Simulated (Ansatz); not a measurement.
Run report: TiO, single-point calculation (part 2 of 2)

The same run, continued: TiO (Pm-3m, 6 atoms in the cell); DFT r2SCAN, scalar-relativistic, plane waves, PAW, spin-polarised (Ansatz 0.2.0); cutoff 500 eV, 10×10×10 k-mesh, Gaussian smearing of 0.1 eV, collinear spins. The structure derives from a Materials Project entry. It belongs to a series of runs on one base structure; here: volume fm: 0.8 V/V0.

Geometry of the input (Å; fractional positions):
```
3.7937  0.0000  0.0000
0.0000  3.7937  0.0000
0.0000  0.0000  3.7937
Ti 0.5000  0.5000  0.0000
Ti 0.0000  0.5000  0.5000
Ti 0.5000  0.0000  0.5000
O  0.0000  0.5000  0.0000
O  0.5000  0.0000  0.0000
O  0.0000  0.0000  0.5000
```

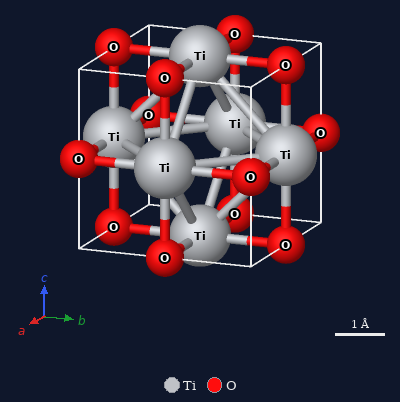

Figure 1. The structure as given in the input (ball-and-stick view of the cell of the calculation, seen slightly off an axis). An atom can appear more than once, as a periodic image.

### Log, continued
```
SCF iter   1: F=-9222.473806 eV  HF=-9225.415375 eV  |F-HF|=2.94e0  |Δ(HF+E_count)|=         —  Δρ=4.73e-2 (↑4.14e-2 ↓4.73e-2)  dr2=5.21e0  dr2_τ=9.01e-2  dr2_m=2.71e-1  M=0.637 μB ∫|m|=0.700 μB  β_m=0.30  ethr=3.10e-3  ⟨swp⟩=5.6  Hψ=36292  notcnv=0
preconditioner: auto → Kerker (q_TF=auto, 2.723 Å⁻¹)  [metal: Δε(μ)=0.004 eV  Ē_g=9.944 eV  σ=0.100 eV  W_gap=0.02  n_scr=18 (ndim 8)  ℏωp=27.5 eV  f_vac=0.000  D(μ)=3.69/eV (n_scr^D=32)]
spin=Collinear: Kerker preconditioning applied to the charge; magnetization (m = ρ↑ − ρ↓) channel mixes plain (no charge-response kernel on spin).
SCF iter   2: F=-9223.973704 eV  HF=-9225.287468 eV  |F-HF|=1.31e0  |Δ(HF+E_count)|=   1.28e-1  Δρ=3.30e-2 (↑3.07e-2 ↓3.30e-2)  dr2=2.85e0  dr2_τ=1.25e-2  dr2_m=1.66e-1  M=0.609 μB ∫|m|=0.662 μB  β_m=0.30  ethr=3.10e-3  ⟨swp⟩=2.0  Hψ=12934  notcnv=0  defer=414  κ⁻¹=1.0e0(r=1)
SCF iter   3: F=-9224.618179 eV  HF=-9225.062907 eV  |F-HF|=4.45e-1  |Δ(HF+E_count)|=   2.25e-1  Δρ=2.22e-2 (↑2.22e-2 ↓2.12e-2)  dr2=1.19e0  dr2_τ=6.77e-3  dr2_m=1.07e-1  M=0.570 μB ∫|m|=0.613 μB  β_m=0.30  ethr=3.10e-3  ⟨swp⟩=2.4  Hψ=13836  notcnv=0  defer=408  κ⁻¹=4.7e-2(r=2)
SCF iter   4: F=-9224.856428 eV  HF=-9224.766150 eV  |F-HF|=9.03e-2  |Δ(HF+E_count)|=   2.97e-1  Δρ=1.62e-2 (↑1.62e-2 ↓1.37e-2)  dr2=1.15e-1  dr2_τ=5.28e-3  dr2_m=6.79e-2  M=0.510 μB ∫|m|=0.545 μB  β_m=0.30  ethr=2.21e-3  ⟨swp⟩=2.3  Hψ=16700  notcnv=0  defer=401  κ⁻¹=2.6e-3(r=3)
SCF iter   5: F=-9224.872442 eV  HF=-9224.847410 eV  |F-HF|=2.50e-2  |Δ(HF+E_count)|=   8.13e-2  Δρ=1.08e-2 (↑1.08e-2 ↓9.76e-3)  dr2=3.67e-2  dr2_τ=1.50e-3  dr2_m=4.21e-2  M=0.488 μB ∫|m|=0.518 μB  β_m=0.30  ethr=2.13e-4  ⟨swp⟩=2.2  Hψ=14196  notcnv=0  defer=402  κ⁻¹=3.4e-4(r=4)
SCF iter   6: F=-9224.880647 eV  HF=-9224.869916 eV  |F-HF|=1.07e-2  |Δ(HF+E_count)|=   2.25e-2  Δρ=7.86e-3 (↑6.92e-3 ↓7.86e-3)  dr2=4.66e-3  dr2_τ=5.74e-4  dr2_m=2.60e-2  M=0.467 μB ∫|m|=0.493 μB  β_m=0.30  ethr=6.80e-5  ⟨swp⟩=2.0  Hψ=13949  notcnv=0  defer=402  κ⁻¹=2.6e-4(r=5)
SCF iter   7: F=-9224.883800 eV  HF=-9224.875479 eV  |F-HF|=8.32e-3  |Δ(HF+E_count)|=   5.56e-3  Δρ=6.10e-3 (↑5.80e-3 ↓6.10e-3)  dr2=1.88e-3  dr2_τ=3.59e-4  dr2_m=1.70e-2  M=0.448 μB ∫|m|=0.470 μB  β_m=0.30  ethr=8.63e-6  ⟨swp⟩=2.0  Hψ=12636  notcnv=0  defer=401  κ⁻¹=5.8e-5(r=6)
SCF iter   8: F=-9224.884945 eV  HF=-9224.881286 eV  |F-HF|=3.66e-3  |Δ(HF+E_count)|=   5.81e-3  Δρ=4.87e-3 (↑4.87e-3 ↓4.73e-3)  dr2=9.23e-4  dr2_τ=2.04e-4  dr2_m=1.13e-2  M=0.430 μB ∫|m|=0.449 μB  β_m=0.30  ethr=3.48e-6  ⟨swp⟩=2.0  Hψ=17206  notcnv=0  defer=402  κ⁻¹=2.2e-6(r=7)
SCF iter   9: F=-9224.886192 eV  HF=-9224.883691 eV  |F-HF|=2.50e-3  |Δ(HF+E_count)|=   2.41e-3  Δρ=4.01e-3 (↑3.95e-3 ↓4.01e-3)  dr2=8.98e-4  dr2_τ=1.59e-4  dr2_m=7.65e-3  M=0.413 μB ∫|m|=0.430 μB  β_m=1.20  ethr=1.71e-6  ⟨swp⟩=2.0  Hψ=16196  notcnv=0  defer=402
Mixer restart at iter 9: flushing history
spin-set hold released at iteration 9 (site moments contracting): the magnetisation degrees of freedom join the quasi-Newton model from the next iteration; the mixer history was flushed
SCF iter  10: F=-9224.888476 eV  HF=-9224.883725 eV  |F-HF|=4.75e-3  |Δ(HF+E_count)|=   3.33e-5  Δρ=7.32e-4 (↑7.32e-4 ↓7.10e-4)  dr2=3.05e-4  dr2_τ=3.68e-5  dr2_m=1.80e-4  M=0.374 μB ∫|m|=0.384 μB  β_m=1.20  ethr=1.66e-6  ⟨swp⟩=2.1  Hψ=16304  notcnv=0  defer=405  κ⁻¹=1.0e0(r=1)
SCF iter  11: F=-9224.889583 eV  HF=-9224.886470 eV  |F-HF|=3.11e-3  |Δ(HF+E_count)|=   2.75e-3  Δρ=6.73e-4 (↑6.73e-4 ↓6.31e-4)  dr2=9.01e-5  dr2_τ=1.29e-5  dr2_m=1.90e-4  M=0.339 μB ∫|m|=0.347 μB  β_m=1.20  ethr=5.65e-7  ⟨swp⟩=2.0  Hψ=16168  notcnv=0  defer=404  κ⁻¹=1.9e-2(r=2)
SCF iter  12: F=-9224.890559 eV  HF=-9224.888703 eV  |F-HF|=1.86e-3  |Δ(HF+E_count)|=   2.23e-3  Δρ=3.99e-4 (↑3.99e-4 ↓3.75e-4)  dr2=2.14e-5  dr2_τ=4.81e-6  dr2_m=6.90e-5  M=0.290 μB ∫|m|=0.295 μB  β_m=1.20  ethr=1.67e-7  ⟨swp⟩=2.4  Hψ=15730  notcnv=0  defer=400  κ⁻¹=8.8e-4(r=3)
SCF iter  13: F=-9224.891283 eV  HF=-9224.890688 eV  |F-HF|=5.95e-4  |Δ(HF+E_count)|=   1.98e-3  Δρ=2.86e-4 (↑2.86e-4 ↓2.68e-4)  dr2=5.28e-6  dr2_τ=2.56e-6  dr2_m=3.69e-5  M=0.227 μB ∫|m|=0.231 μB  β_m=1.20  ethr=3.96e-8  ⟨swp⟩=3.0  Hψ=18034  notcnv=0  defer=394  κ⁻¹=3.2e-4(r=4)
SCF iter  14: F=-9224.891782 eV  HF=-9224.891585 eV  |F-HF|=1.97e-4  |Δ(HF+E_count)|=   8.97e-4  Δρ=1.77e-4 (↑1.77e-4 ↓1.55e-4)  dr2=5.59e-6  dr2_τ=9.67e-7  dr2_m=1.24e-5  M=0.141 μB ∫|m|=0.143 μB  β_m=1.20  ethr=9.79e-9  ⟨swp⟩=3.2  Hψ=18711  notcnv=0  defer=395  κ⁻¹=1.6e-4(r=5)
SCF iter  15: F=-9224.891797 eV  HF=-9224.891619 eV  |F-HF|=1.78e-4  |Δ(HF+E_count)|=   3.44e-5  Δρ=1.64e-4 (↑1.64e-4 ↓1.51e-4)  dr2=2.91e-6  dr2_τ=8.87e-7  dr2_m=1.15e-5  M=0.139 μB ∫|m|=0.141 μB  β_m=1.20  ethr=9.79e-9  ⟨swp⟩=2.1  Hψ=9864  notcnv=0  defer=393  κ⁻¹=2.3e-5(r=6)
SCF iter  16: F=-9224.891963 eV  HF=-9224.891839 eV  |F-HF|=1.24e-4  |Δ(HF+E_count)|=   2.20e-4  Δρ=1.21e-4 (↑1.21e-4 ↓9.91e-5)  dr2=2.50e-6  dr2_τ=4.19e-7  dr2_m=5.49e-6  M=0.081 μB ∫|m|=0.082 μB  β_m=1.20  ethr=5.38e-9  ⟨swp⟩=3.0  Hψ=18227  notcnv=0  defer=393  κ⁻¹=8.4e-6(r=7)
SCF iter  17: F=-9224.892061 eV  HF=-9224.892038 eV  |F-HF|=2.31e-5  |Δ(HF+E_count)|=   1.99e-4  Δρ=4.80e-5 (↑3.64e-5 ↓4.80e-5)  dr2=8.55e-7  dr2_τ=5.89e-8  dr2_m=5.74e-7  M=0.024 μB ∫|m|=0.024 μB  β_m=1.20  ethr=4.63e-9  ⟨swp⟩=3.0  Hψ=18302  notcnv=0  defer=393  κ⁻¹=8.3e-6(r=8)
SCF iter  18: F=-9224.892070 eV  HF=-9224.892064 eV  |F-HF|=6.08e-6  |Δ(HF+E_count)|=   2.60e-5  Δρ=2.27e-5 (↑2.27e-5 ↓1.63e-5)  dr2=4.04e-7  dr2_τ=1.09e-8  dr2_m=1.02e-7  M=0.013 μB ∫|m|=0.013 μB  β_m=1.20  ethr=1.58e-9  ⟨swp⟩=3.0  Hψ=16962  notcnv=0  defer=393  κ⁻¹=2.0e-4(r=8)
SCF iter  19: F=-9224.892070 eV  HF=-9224.892069 eV  |F-HF|=1.70e-6  |Δ(HF+E_count)|=   4.75e-6  Δρ=1.53e-5 (↑1.36e-5 ↓1.53e-5)  dr2=1.32e-7  dr2_τ=6.32e-9  dr2_m=7.81e-8  M=0.015 μB ∫|m|=0.015 μB  β_m=1.20  ethr=7.49e-10  ⟨swp⟩=2.4  Hψ=15264  notcnv=0  defer=393  κ⁻¹=9.7e-5(r=8)
SCF iter  20: F=-9224.892073 eV  HF=-9224.892072 eV  |F-HF|=4.80e-7  |Δ(HF+E_count)|=   3.70e-6  Δρ=8.39e-6 (↑7.27e-6 ↓8.39e-6)  dr2=4.39e-8  dr2_τ=1.82e-9  dr2_m=2.23e-8  M=0.005 μB ∫|m|=0.005 μB  β_m=1.20  ethr=1.85e-10  ⟨swp⟩=15.1  Hψ=64930  notcnv=0  κ⁻¹=1.1e-4(r=8)
SCF iter  21: F=-9224.892073 eV  HF=-9224.892073 eV  |F-HF|=4.47e-7  |Δ(HF+E_count)|=   3.86e-7  Δρ=3.41e-6 (↑2.91e-6 ↓3.41e-6)  dr2=8.25e-9  dr2_τ=2.78e-10  dr2_m=2.74e-9  M=-0.002 μB ∫|m|=0.002 μB  β_m=1.20  ethr=8.13e-11  ⟨swp⟩=9.8  Hψ=56935  notcnv=0  κ⁻¹=5.0e-5(r=8)
iter 22 did not close the SCF: its close was put off for a magnetic moment that had not settled (scf_convergence_deferred on its scf_iter line)
SCF iter  22: F=-9224.892073 eV  HF=-9224.892073 eV  |F-HF|=1.00e-7  |Δ(HF+E_count)|=   4.37e-7  Δρ=1.81e-6 (↑1.60e-6 ↓1.81e-6)  dr2=3.24e-9  dr2_τ=7.59e-11  dr2_m=5.91e-10  M=-0.001 μB ∫|m|=0.001 μB  β_m=1.20  ethr=1.53e-11  ⟨swp⟩=8.0  Hψ=45510  notcnv=0  κ⁻¹=7.9e-5(r=8)
iter 23 did not close the SCF: its close was put off for a magnetic moment that had not settled (scf_convergence_deferred on its scf_iter line)
SCF iter  23: F=-9224.892073 eV  HF=-9224.892073 eV  |F-HF|=2.22e-8  |Δ(HF+E_count)|=   8.52e-8  Δρ=1.41e-6 (↑1.41e-6 ↓9.50e-7)  dr2=6.04e-10  dr2_τ=3.87e-11  dr2_m=5.73e-10  M=0.001 μB ∫|m|=0.001 μB  β_m=1.20  ethr=6.00e-12  ⟨swp⟩=5.5  Hψ=50024  notcnv=0  κ⁻¹=2.1e-5(r=8)
iter 24 did not close the SCF: its close was put off for a magnetic moment that had not settled (scf_convergence_deferred on its scf_iter line)
SCF iter  24: F=-9224.892073 eV  HF=-9224.892073 eV  |F-HF|=5.17e-9  |Δ(HF+E_count)|=   2.96e-8  Δρ=5.24e-7 (↑5.24e-7 ↓4.80e-7)  dr2=2.06e-10  dr2_τ=6.31e-12  dr2_m=8.13e-11  M=0.001 μB ∫|m|=0.001 μB  β_m=1.20  ethr=1.12e-12  ⟨swp⟩=4.5  Hψ=45302  notcnv=0  κ⁻¹=1.3e-5(r=8)
SCF iter  25: F=-9224.892073 eV  HF=-9224.892073 eV  |F-HF|=1.29e-9  |Δ(HF+E_count)|=   8.59e-9  Δρ=3.10e-7 (↑2.57e-7 ↓3.10e-7)  dr2=1.02e-10  dr2_τ=2.14e-12  dr2_m=1.72e-11  M=0.000 μB ∫|m|=0.000 μB  ethr=1.00e-12  ⟨swp⟩=4.4  Hψ=44563  notcnv=0
WARN: the starting moments were not kept: the SCF closed with an absolute magnetisation of 2.9e-4 μB, where they sum to 1 μB in size (1 site). That is at most 0.1 of that sum. Measured as dr2_m measures the in/out step, that magnetisation stands 1.3e-8 eV from none, at or under the dr2_threshold of 1.0e-7 eV: it is no larger than a step whose dr2_m would equal this threshold. The system may hold no moment; this SCF shows only that its start led to no more than that. To try another start: raise the starting moments (crystal.atoms[].spin, magnetization.per_species, magnetization.initial_magnetization, or on a non-collinear deck that types none of these the spinor_matrix: blocks that start its atoms; where the total moment is fixed, keep their sum and leave initial_magnetization as it is; typed ones take the place of any that the run laid by itself, positive ones on a crystal's lanthanoids without a Hubbard term where scf.initial_density.shell_occupations: [] is typed) or, if the notice of its spin-set hold's release reads "site moments contracting" or "site moments show no strong build", lengthen the hold (scf.mixing.spin_hold: { on: { confirm: 4 } }; for m-r²SCAN on two components see the key's manual first). Each may lead to a state that holds a moment. A second SCF, from the converged charge density, with the starting moments and any scf.initial_density.shell_occupations laid on it anew, would have followed, and was not run: the deck does not ask for one (magnetization.retry_lost_moments is false, the default). To let it run, set magnetization.retry_lost_moments: true and run the deck again, where that key's refused combinations let it; where memory then withholds it, that run's warning says so.
SCF 1 converged in 25 iterations: F = -9224.892073 eV  dr2 = 1.02e-10
  greatest PAW one-centre occupation: 1.004 electrons in one spin orbital (limit 2), on the Ti atom at site 1 (counted from 0), in its partial waves of l = 1
this state was not tested for a lower state beside it, because the mixer in use, unlike msr1, does not test its closes by its own steps (another_mixer; see scf.mixing.algorithm and scf.lower_state_search)
SCF converged after 25 iterations
Magnetization: 0.0003 μB (27.0001 up, 26.9999 down)
Absolute magnetization: 0.0003 μB (∫|ρ↑−ρ↓|, with the PAW one-centre terms)
Spin contamination: 0.0000 ħ² per cell (⟨S²⟩ above its minimum at these occupations)
Per-site moments (μB) at R_I (Å): [(4.697064849805503e-5, 0.782456092914375), (5.56225767371076e-5, 0.782456092914375), (5.5622576736856756e-5, 0.782456092914375), (1.039130737464736e-6, 0.782456092914375), (1.0391307374238465e-6, 0.782456092914375), (2.876986193627439e-7, 0.782456092914375)]
Free energy (F): -9224.892073 eV
Harris-Foulkes:  -9224.892073 eV  (|F-HF|=1.29e-9)
Internal energy: -9224.873107 eV  (E = F + TS)
E sigma→0 (E₀):  -9224.882590 eV
Entropy (-TS):   -0.018967 eV (-3.161 meV/atom)
Fermi energy:    17.013325 eV
--- Per-component energies (eV) ---
  E_band       = -308.363853
  E_kinetic    = 1393.157390
  E_local      = -2872.847638  (includes V_loc(G=0)·N_el)
  E_nonlocal   = 164.279811
  E_hartree    = 1176.216340
  E_xc         = -511.781524
  E_vxc        = -733.565179  (∫ρ·V_xc dr)
  E_paw        = -3656.570850  (= ΣΔE_a)
  E_vpaw       = -659.859107  (= ΣTr[D̂ρ^β])
  E_aug_tail   = 0.003661  (compensation charges beyond the density's cutoff)
  E_vtau       = 48.034501  (kinetic-family band-sum trace: ∫τ·v_τ [+ j·A + Jᵃ·Aᵃ] dr)
  E_ewald      = -4916.474103
  E_core_change = -0.856194  (= ΣΔE_core)
  E_smearing   = -0.018967  (= −TS)
  E_closure    = -0.000000  (closes the sum)
  Σ components = -9224.892073   (vs F -9224.892073, Δ=0.00e0)
--- Forces (eV/Å), atoms counted from 1 ---
  atom   1  Ti     0.00000000     0.00000000     0.00000000
  atom   2  Ti     0.00000000     0.00000000     0.00000000
  atom   3  Ti     0.00000000     0.00000000     0.00000000
  atom   4  O      0.00000000     0.00000000     0.00000000
  atom   5  O      0.00000000    -0.00000000     0.00000000
  atom   6  O     -0.00000000    -0.00000000     0.00000000
  max |Σ_I F_I| component: 4.89e-29 eV/Å
--- Stress (GPa, compression-positive) ---
       68.227714       0.000000       0.000000
        0.000000      68.227714       0.000000
        0.000000       0.000000      68.227708
  P = ⅓ Tr σ = 68.2277 GPa (682.277 kbar)
--- Band table (eV; the first three rows and the last of 252) ---
  k-point 0 ↑: bands = ["-42.2679", "-41.9134", "-41.9134", "-17.9867", "-17.9867", "-17.9867", "-17.5034", "-17.5034", "-17.5034", "-16.8058", "-16.8058", "-16.8058", "-5.7035", "-4.7549", "-4.7549", "10.5434", "10.5434", "10.5434", "12.0431", "12.3061", "12.3061", "12.3061", "13.1378", "13.1378", "13.1378", "14.8833", "14.8833", "14.8833", "18.8185", "18.8185", "18.8185", "19.9934", "19.9934", "20.4714"]
  k-point 1 ↑: bands = ["-42.2602", "-41.9211", "-41.9132", "-17.9798", "-17.9728", "-17.9728", "-17.5205", "-17.5083", "-17.5083", "-16.8363", "-16.8157", "-16.8157", "-5.6275", "-4.7414", "-4.6705", "10.3996", "10.5180", "10.5180", "11.9895", "12.1356", "12.2186", "12.2186", "12.9426", "13.0449", "13.0449", "14.9238", "15.1188", "15.1188", "18.7472", "18.9549", "18.9549", "20.0177", "20.0559", "20.6316"]
  k-point 2 ↑: bands = ["-42.2380", "-41.9432", "-41.9124", "-17.9596", "-17.9335", "-17.9335", "-17.5647", "-17.5235", "-17.5235", "-16.9173", "-16.8419", "-16.8419", "-5.4351", "-4.6945", "-4.4439", "9.9844", "10.4465", "10.4465", "11.2309", "12.0458", "12.0458", "12.2436", "12.7009", "12.8314", "12.8314", "15.0365", "15.6959", "15.6959", "18.5545", "19.2881", "19.2881", "19.9758", "20.0804", "20.8723"]
  k-point 125 ↓: bands = ["-42.0248", "-42.0248", "-42.0248", "-18.4321", "-18.4321", "-18.4321", "-17.9867", "-17.0379", "-17.0379", "-17.0379", "-16.6846", "-16.6846", "-3.1547", "-3.1547", "-3.1547", "7.2519", "8.3797", "8.3797", "8.3797", "8.9311", "8.9311", "8.9311", "13.0821", "13.0821", "16.0706", "16.0706", "16.0706", "18.1208", "20.5966", "20.5966", "20.5966", "20.9118", "20.9118", "20.9492"]
--- Löwdin populations: 6 sites ---
  site symbol       q [e]    m [muB]
     0     Ti     11.2997     0.0001
     1     Ti     11.2997     0.0001
     2     Ti     11.2997     0.0001
     3      O      6.6228    -0.0000
     4      O      6.6228    -0.0000
     5      O      6.6228    -0.0000
  spilling = 0.004303 (of n_electrons = 54.000000)
```

### File populations.tsv
```
# site	symbol	l	j	q_up	q_dn
# orbitals = lowdin
# n_electrons = 54.000000
# spilling = 0.004303
0	Ti	0_3S	-	0.938016	0.938016
0	Ti	0_4S	-	0.283064	0.283059
0	Ti	1_3P	-	2.990927	2.990927
0	Ti	2_3D	-	1.437898	1.437816
1	Ti	0_3S	-	0.938016	0.938016
1	Ti	0_4S	-	0.283064	0.283059
1	Ti	1_3P	-	2.990927	2.990927
1	Ti	2_3D	-	1.437906	1.437809
2	Ti	0_3S	-	0.938016	0.938016
2	Ti	0_4S	-	0.283064	0.283059
2	Ti	1_3P	-	2.990927	2.990927
2	Ti	2_3D	-	1.437906	1.437809
3	O	0_2S	-	0.844146	0.844146
3	O	1_2P	-	2.467266	2.467267
4	O	0_2S	-	0.844146	0.844146
4	O	1_2P	-	2.467266	2.467267
5	O	0_2S	-	0.844146	0.844146
5	O	1_2P	-	2.467266	2.467267
```

### Key numbers

```json
{"quantity": "outcome", "value": "converged"}
{"quantity": "space group (tolerance 0.01 Å)", "value": "Pm-3m (221)"}
{"quantity": "electrons treated", "value": "54"}
{"quantity": "free energy", "value": "−9224.8921 eV"}
{"quantity": "Fermi energy", "value": "17.013 eV"}
{"quantity": "gap on the k-point mesh", "value": "none (metallic)"}
{"quantity": "net moment of the cell", "value": "0.00 μB"}
{"quantity": "integrated absolute moment", "value": "0.00 μB"}
{"quantity": "pressure", "value": "68.23 GPa"}
{"quantity": "largest force (length of the vector)", "value": "under 0.001 eV/Å"}
{"quantity": "hardware", "value": "1 thread of Intel Xeon @ 2.50GHz (Skylake/Cascade Lake), 189 GiB of memory available, shared host"}
{"quantity": "wall time", "value": "5.3 min"}
{"quantity": "peak memory", "value": "0.79 GiB"}
```

The electronic state found may not be the lowest one. The program warns: some starting moments were not kept; the state was not tested for a lower one. The cell is under a pressure of 68 GPa at this level, so it is not at its equilibrium volume.
